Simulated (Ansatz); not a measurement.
## Geometry relaxation of SiC (part 2 of 2)

SiC (Cmc2₁, 12 atoms in the cell); DFT PBE, scalar-relativistic, plane waves, PAW, no spin polarisation (Ansatz 0.2.0); cutoff 420 eV, 8×8×2 k-mesh, Gaussian smearing of 0.1 eV. The structure derives from an entry of the Crystallography Open Database.

Geometry of the input (Å; fractional positions):
```
1.5389  -2.6675  0.0000
1.5389  2.6675  0.0000
0.0000  0.0000  15.1219
Si 0.1673  0.8327  0.8580
Si 0.8327  0.1673  0.3580
Si 0.5007  0.4993  0.5241
Si 0.4993  0.5007  0.0241
Si 0.8357  0.1643  0.6912
Si 0.1643  0.8357  0.1912
C  0.4960  0.5040  0.6503
C  0.5040  0.4960  0.1503
C  0.1600  0.8400  0.9817
C  0.8400  0.1600  0.4817
C  0.8290  0.1710  0.8168
C  0.1710  0.8290  0.3168
```

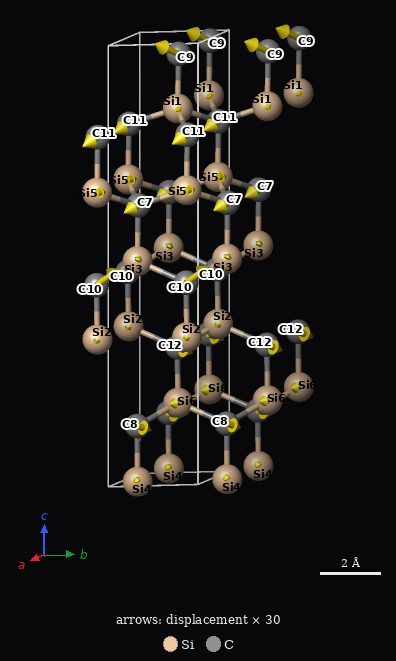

Fig. 1: The starting structure with the displacements (without the part carried along by the change of the cell) as yellow arrows, magnified 30 times (ball-and-stick view of the cell of the calculation, repeated 2 × 2 × 1, seen slightly off an axis). The largest moves relative to the cell, 0.039 Å, are those of C9 and C10. Largest moves by element: C 0.039 Å, Si 0.013 Å. Cell: a = b 3.080 → 3.095 Å (+0.5 %), c 15.122 → 15.185 Å (+0.4 %). Volume +1.5 %. Distances before and after: Si1–C9 1.871 → 1.898 Å, Si3–C10 1.920 → 1.896 Å, Si1–C11 1.871 → 1.895 Å, Si5–C7 1.915 → 1.894 Å. The space group (tolerance 0.01 Å) goes from Cmc2_1 (No. 36) to P6_3mc (No. 186). Over 3 geometry steps the energy falls by 82.8 meV per cell of the calculation. The largest force component goes from 0.65 to 0.013 eV/Å. Pressure: 3.37 GPa at the start and 0.05 GPa at the end. A last SCF at the same geometry on a re-selected plane-wave basis shifts the energy by −3.6 meV per cell of the calculation. (Atoms are counted from 1 in the order of the input.)

```
basis re-selected at this cell: Δ(F+E_penalty+E_count) = -3.578e-3 eV, ΔP = +0.048 GPa vs the last step (what re-selecting the basis moved, of the pressure what is left beyond the Pulay correction that the steps carried, after the strain that the cell walked since its last selection, with what the two solves' SCF thresholds leave and, on support functions, any second-order correction that the steps lacked; it is no measure of the basis error at this ecutwfc). This SCF's stress stands 5.50e-2 GPa from its target on what of the cell is left free (relax.cell.stress_tol is 5.00e-1 GPa) and its largest allowed force component is 1.32e-2 eV/Å (relax.f_tol is 5.00e-2 eV/Å): within both
SCF converged after 6 iterations
Free energy (F): -5322.966224 eV
Harris-Foulkes:  -5322.966224 eV  (|F-HF|=1.82e-12)
Internal energy: -5322.966224 eV  (E = F + TS)
E sigma→0 (E₀):  -5322.966224 eV
Fermi energy:    10.358918 eV
--- Per-component energies (eV) ---
  E_band       = 165.274733
  E_kinetic    = 809.696478
  E_local      = -633.321178  (includes V_loc(G=0)·N_el)
  E_nonlocal   = 309.961214
  E_hartree    = 194.029239
  E_xc         = -631.522886
  E_vxc        = -654.276425  (∫ρ·V_xc dr)
  E_paw        = -3672.119426  (= ΣΔE_a)
  E_vpaw       = -54.843898  (= ΣTr[D̂ρ^β])
  E_aug_tail   = 0.000070  (compensation charges beyond the density's cutoff)
  E_ewald      = -1699.689734
  E_smearing   = -0.000000  (= −TS)
  E_closure    = 0.000000  (closes the sum)
  Σ components = -5322.966224   (vs F -5322.966224, Δ=0.00e0)
--- Forces (eV/Å), atoms counted from 1 ---
  atom   1  Si     0.00000000     0.00005961    -0.01323508
  atom   2  Si     0.00000000    -0.00005961    -0.01323508
  atom   3  Si     0.00000000    -0.00060434     0.00993565
  atom   4  Si     0.00000000     0.00060434     0.00993565
  atom   5  Si     0.00000000    -0.00003273     0.00481116
  atom   6  Si     0.00000000     0.00003273     0.00481116
  atom   7  C      0.00000000     0.00062565    -0.00309667
  atom   8  C      0.00000000    -0.00062565    -0.00309667
  atom   9  C      0.00000000    -0.00015404    -0.00644319
  atom  10  C      0.00000000     0.00015404    -0.00644319
  atom  11  C      0.00000000    -0.00013309     0.00803134
  atom  12  C      0.00000000     0.00013309     0.00803134
  max |Σ_I F_I| component: 6.41e-6 eV/Å
--- Stress (GPa, compression-positive) ---
        0.048007       0.000000       0.000000
        0.000000       0.055046       0.000000
        0.000000       0.000000       0.054552
  P = ⅓ Tr σ = 0.0525 GPa (0.525 kbar)
--- Band table (eV; the first three rows and the last of 42) ---
  k-point 0: bands = ["-5.9987", "-5.4849", "-5.4460", "-3.9729", "-3.9433", "-2.4850", "0.8390", "3.1470", "3.1869", "6.9271", "6.9561", "8.2030", "8.2031", "8.3876", "8.3877", "8.4988", "8.4989", "8.9650", "8.9652", "9.0422", "9.0425", "9.3103", "9.3442", "9.3445", "14.3913", "14.5622", "14.9682", "15.4657", "15.4766", "15.8751", "16.1830", "16.1831", "16.4135", "16.4135", "16.6041", "16.7139"]
  k-point 1: bands = ["-5.8646", "-5.8646", "-4.8168", "-4.8168", "-3.0156", "-3.0156", "1.5869", "1.5869", "5.0328", "5.0328", "8.2616", "8.2616", "8.2617", "8.2617", "8.5814", "8.5814", "8.7100", "8.7100", "8.7102", "8.7102", "9.2489", "9.2489", "9.2491", "9.2491", "14.4583", "14.4583", "15.2007", "15.2007", "15.8312", "15.8312", "16.2770", "16.2770", "16.2771", "16.2771", "16.6070", "16.6070"]
  k-point 2: bands = ["-5.7310", "-5.2213", "-5.1815", "-3.7229", "-3.6929", "-2.2612", "1.0810", "3.3108", "3.3510", "6.6792", "6.7544", "6.8607", "7.2546", "7.3332", "7.7333", "8.0094", "8.0782", "8.0824", "8.1298", "8.4496", "8.7492", "8.7973", "9.1392", "9.2207", "14.5203", "14.8366", "14.9257", "15.5288", "15.7420", "15.8979", "16.1949", "16.2801", "16.4955", "16.6756", "16.7656", "16.8527"]
  k-point 41: bands = ["-2.5263", "-2.5263", "-2.0155", "-2.0155", "-1.2738", "-1.2738", "1.0022", "1.0022", "1.9108", "1.9108", "2.3088", "2.3088", "5.1900", "5.1900", "5.9075", "5.9075", "6.2454", "6.2454", "7.0107", "7.0107", "7.6411", "7.6411", "8.0451", "8.0451", "11.4139", "11.4139", "12.7573", "12.7573", "14.0992", "14.0992", "14.7991", "14.7991", "16.0666", "16.0666", "16.9234", "16.9234"]
--- Relaxed structure (4 steps of the walk, 4 accepted, 1 SCFs on fresh bases) ---
  F+E_penalty+E_count = -5322.96622360 eV   max|allowed force component| = 1.324e-2 eV/Å   (the final SCF, on the basis selected at the relaxed cell)
  cell:  # Å, volume = 125.9536 Å³
    - [1.5474216106211425, -2.680171836516016, 0.0]
    - [1.5474216106211425, 2.680171836516016, 0.0]
    - [0.0, 0.0, 15.184813031747593]
  atoms:
    - { symbol: Si, position: [0.1666761845193256, 0.8333238154806744, 0.8577299513769219] }
    - { symbol: Si, position: [0.8333238154806744, 0.1666761845193256, 0.357729951376922] }
    - { symbol: Si, position: [0.4999848465073367, 0.5000151534926633, 0.5244683960784131] }
    - { symbol: Si, position: [0.5000151534926633, 0.4999848465073367, 0.024468396078413182] }
    - { symbol: Si, position: [0.8333482772427873, 0.16665172275721274, 0.6911956359810982] }
    - { symbol: Si, position: [0.16665172275721274, 0.8333482772427873, 0.1911956359810982] }
    - { symbol: C, position: [0.5000159568533403, 0.4999840431466596, 0.6498327582388466] }
    - { symbol: C, position: [0.4999840431466596, 0.5000159568533403, 0.14983275823884667] }
    - { symbol: C, position: [0.1666787188022249, 0.833321281197775, 0.9827157086411155] }
    - { symbol: C, position: [0.833321281197775, 0.1666787188022249, 0.4827157086411156] }
    - { symbol: C, position: [0.8333408907753379, 0.16665910922466204, 0.8161975496836038] }
    - { symbol: C, position: [0.16665910922466204, 0.8333408907753379, 0.3161975496836041] }
```

Trajectory as extended XYZ (Å, eV, eV/Å), 5 frames, from step=1 to step=5
```
12
Lattice="1.5389 -2.6675 0.0000 1.5389 2.6675 0.0000 0.0000 0.0000 15.1219" Properties=species:S:1:pos:R:3:forces:R:3 step=1 energy=-5322.87987 pressure_GPa=3.37
Si    1.5389    1.7750   12.9746    0.0000   0.5117  -0.2255
Si    1.5389   -1.7750    5.4136    0.0000  -0.5117  -0.2255
Si    1.5389   -0.0037    7.9254    0.0000  -0.4471   0.1080
Si    1.5389    0.0037    0.3644    0.0000   0.4471   0.1080
Si    1.5389   -1.7910   10.4529    0.0000   0.6524   0.2181
Si    1.5389    1.7910    2.8919    0.0000  -0.6524   0.2181
C     1.5389    0.0213    9.8338    0.0000  -0.6119  -0.2974
C     1.5389   -0.0213    2.2728    0.0000   0.6119  -0.2974
C     1.5389    1.8139   14.8452    0.0000  -0.5975   0.4142
C     1.5389   -1.8139    7.2842    0.0000   0.5975   0.4142
C     1.5389   -1.7552   12.3516    0.0000  -0.5228  -0.2175
C     1.5389    1.7552    4.7906    0.0000   0.5228  -0.2175
12
Lattice="1.5392 -2.6831 0.0000 1.5392 2.6831 0.0000 0.0000 0.0000 15.1508" Properties=species:S:1:pos:R:3:forces:R:3 step=2 energy=-5322.93544 pressure_GPa=1.51
Si    1.5392    1.7800   12.9980    0.0000   0.2803  -0.1308
Si    1.5392   -1.7800    5.4225    0.0000  -0.2803  -0.1308
Si    1.5392    0.0170    7.9423    0.0000  -0.3043   0.0895
Si    1.5392   -0.0170    0.3669    0.0000   0.3043   0.0895
Si    1.5392   -1.7867   10.4714    0.0000   0.3515   0.1315
Si    1.5392    1.7867    2.8960    0.0000  -0.3515   0.1315
C     1.5392    0.0208    9.8488    0.0000  -0.3730  -0.1524
C     1.5392   -0.0208    2.2733    0.0000   0.3730  -0.1524
C     1.5392    1.7883   14.8826    0.0000  -0.3153   0.1681
C     1.5392   -1.7883    7.3072    0.0000   0.3153   0.1681
C     1.5392   -1.7834   12.3711    0.0000  -0.2716  -0.1060
C     1.5392    1.7834    4.7957    0.0000   0.2716  -0.1060
12
Lattice="1.5472 -2.6805 0.0000 1.5472 2.6805 0.0000 0.0000 0.0000 15.1864" Properties=species:S:1:pos:R:3:forces:R:3 step=3 energy=-5322.96243 pressure_GPa=-0.02
Si    1.5472    1.7871   13.0233    0.0000  -0.0007   0.0643
Si    1.5472   -1.7871    5.4302    0.0000   0.0007   0.0643
Si    1.5472    0.0005    7.9660    0.0000  -0.0031  -0.0378
Si    1.5472   -0.0005    0.3729    0.0000   0.0031  -0.0378
Si    1.5472   -1.7867   10.4980    0.0000  -0.0009  -0.0232
Si    1.5472    1.7867    2.9048    0.0000   0.0009  -0.0232
C     1.5472    0.0002    9.8694    0.0000   0.0004   0.0054
C     1.5472   -0.0002    2.2762    0.0000  -0.0004   0.0054
C     1.5472    1.7865   14.9228    0.0000  -0.0003   0.0101
C     1.5472   -1.7865    7.3296    0.0000   0.0003   0.0101
C     1.5472   -1.7869   12.3953    0.0000  -0.0004  -0.0189
C     1.5472    1.7869    4.8022    0.0000   0.0004  -0.0189
12
Lattice="1.5474 -2.6802 0.0000 1.5474 2.6802 0.0000 0.0000 0.0000 15.1848" Properties=species:S:1:pos:R:3:forces:R:3 step=4 energy=-5322.96265 pressure_GPa=0.00
Si    1.5474    1.7867   13.0245    0.0000   0.0001  -0.0132
Si    1.5474   -1.7867    5.4321    0.0000  -0.0001  -0.0132
Si    1.5474    0.0001    7.9640    0.0000  -0.0006   0.0100
Si    1.5474   -0.0001    0.3715    0.0000   0.0006   0.0100
Si    1.5474   -1.7869   10.4957    0.0000   0.0000   0.0048
Si    1.5474    1.7869    2.9033    0.0000   0.0000   0.0048
C     1.5474   -0.0001    9.8676    0.0000   0.0006  -0.0031
C     1.5474    0.0001    2.2752    0.0000  -0.0006  -0.0031
C     1.5474    1.7867   14.9224    0.0000  -0.0002  -0.0064
C     1.5474   -1.7867    7.3299    0.0000   0.0002  -0.0064
C     1.5474   -1.7868   12.3938    0.0000  -0.0001   0.0080
C     1.5474    1.7868    4.8014    0.0000   0.0001   0.0080
12
Lattice="1.5474 -2.6802 0.0000 1.5474 2.6802 0.0000 0.0000 0.0000 15.1848" Properties=species:S:1:pos:R:3:forces:R:3 step=5 energy=-5322.96622 pressure_GPa=0.05
Si    1.5474    1.7867   13.0245    0.0000   0.0001  -0.0132
Si    1.5474   -1.7867    5.4321    0.0000  -0.0001  -0.0132
Si    1.5474    0.0001    7.9640    0.0000  -0.0006   0.0099
Si    1.5474   -0.0001    0.3715    0.0000   0.0006   0.0099
Si    1.5474   -1.7869   10.4957    0.0000   0.0000   0.0048
Si    1.5474    1.7869    2.9033    0.0000   0.0000   0.0048
C     1.5474   -0.0001    9.8676    0.0000   0.0006  -0.0031
C     1.5474    0.0001    2.2752    0.0000  -0.0006  -0.0031
C     1.5474    1.7867   14.9224    0.0000  -0.0002  -0.0064
C     1.5474   -1.7867    7.3299    0.0000   0.0002  -0.0064
C     1.5474   -1.7868   12.3938    0.0000  -0.0001   0.0080
C     1.5474    1.7868    4.8014    0.0000   0.0001   0.0080
```

Key numbers

```json
{"quantity": "outcome", "value": "converged"}
{"quantity": "space group (tolerance 0.01 Å)", "value": "Cmc2₁ (36) → P6₃mc (186)"}
{"quantity": "electrons treated", "value": "48"}
{"quantity": "free energy", "value": "−5322.9662 eV"}
{"quantity": "Fermi energy", "value": "10.359 eV"}
{"quantity": "gap on the k-point mesh", "value": "2.03 eV"}
{"quantity": "pressure", "value": "0.05 GPa"}
{"quantity": "final volume", "value": "125.95 Å³"}
{"quantity": "largest force (length of the vector) at the end", "value": "0.013 eV/Å"}
{"quantity": "final cell", "value": "a = 3.095 Å, b = 3.095 Å, c = 15.185 Å, α = 90.00°, β = 90.00°, γ = 120.00°"}
{"quantity": "wall time", "value": "12 s (CPU time 89 s)"}
{"quantity": "peak memory", "value": "0.7 GiB"}
```
